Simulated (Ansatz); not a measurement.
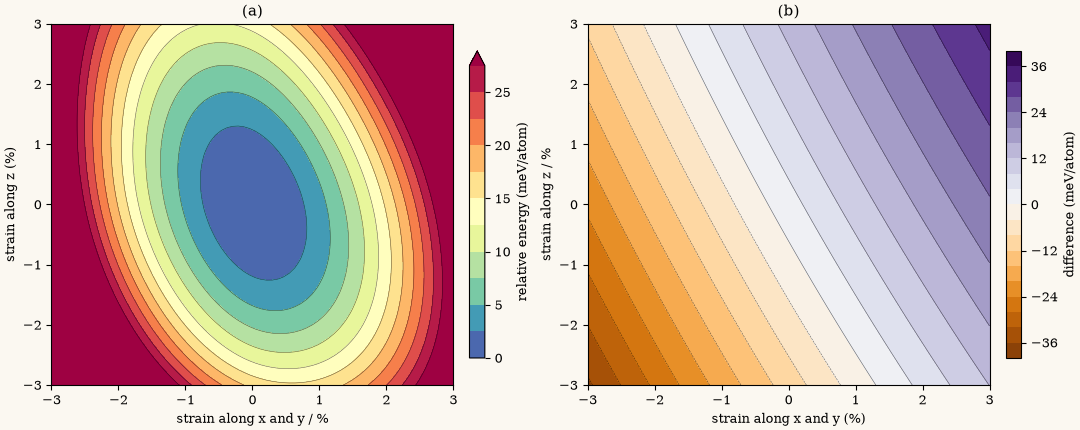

TiC (Fm-3m, No. 225; 2 atoms in the cell). The cell is strained homogeneously, by one strain along x and y and another along z, with fractional coordinates fixed (x, y and z along the cube axes). First axis: strain along x and y. Second axis: strain along z. The scan uses a 5 × 5 grid. Points are written as (first, second). Energies: meV/atom, counted from each map's own lowest point. The reference cell is the one listed in the database, not relaxed at this level. Computed with Ansatz 0.2.0, DFT r2SCAN, scalar-relativistic, plane waves, PAW. Settings: cutoff 500 eV, k-mesh 18×18×18, gaussian smearing 0.15 eV, no spin polarisation.

Panel (a): DFT r2SCAN, scalar-relativistic, plane waves, PAW (Ansatz). Panel (b): the map at DFT PBEsol, scalar-relativistic, plane waves, PAW in Ansatz 0.2.0 less the map of (a), each from its own lowest point.

How does the change of method alter the landscape?

Answer. The difference runs from −36.7 meV/atom at (−3.0 %, −3.0 %) to 33.3 meV/atom at (3.0 %, 3.0 %). The interpolated minimum moves from 0.00 to −0.80 % in strain along x and y and 0.00 to −0.80 % in strain along z.
